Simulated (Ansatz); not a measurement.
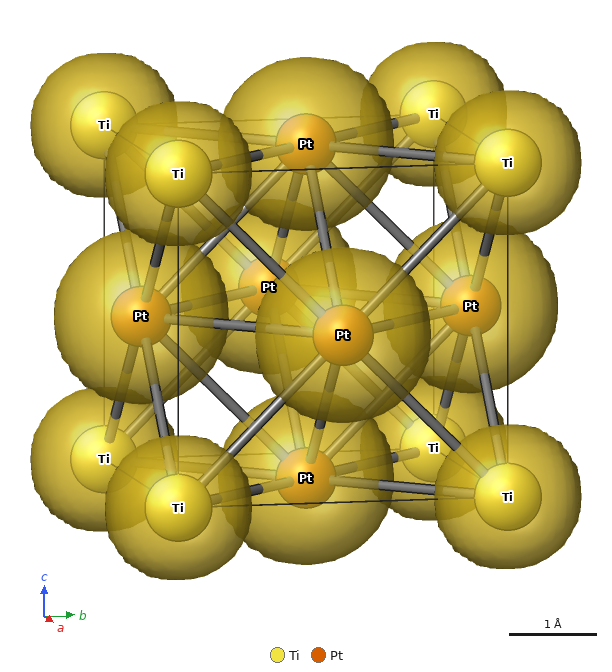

Figure 1: TiPt3. Isosurface of the valence pseudo-density at 0.8 e/Å³ (yellow), seen slightly off an axis. Sticks mark near contacts.

Space group Pm-3m; started from the TiPt3 prototype; computed pressure about 10 GPa in this cell.

Theory: DFT PBE, spin-orbit coupling, plane waves, PAW in Ansatz.

The density is the valence pseudo-density of a PAW calculation; it isn't the true density close to the nuclei.

Which contacts does the surface bridge?

Answer. At this value the density breaks into separate islands; it holds about 75 % of the electrons treated as valence (semicore included). It bridges none of the near contacts. It is pinched off along the sampled Ti–Pt (2.76 Å) and Pt–Pt (2.76 Å) contacts. On the grid the lowest density along these lines, outside the cores, is 0.28 e/Å³ (Ti–Pt, 2.76 Å) and 0.41 e/Å³ (Pt–Pt, 2.76 Å).

Does the calculation make it a metal, or give it a gap?

Answer. It is gapless in this calculation (a metal or semimetal).
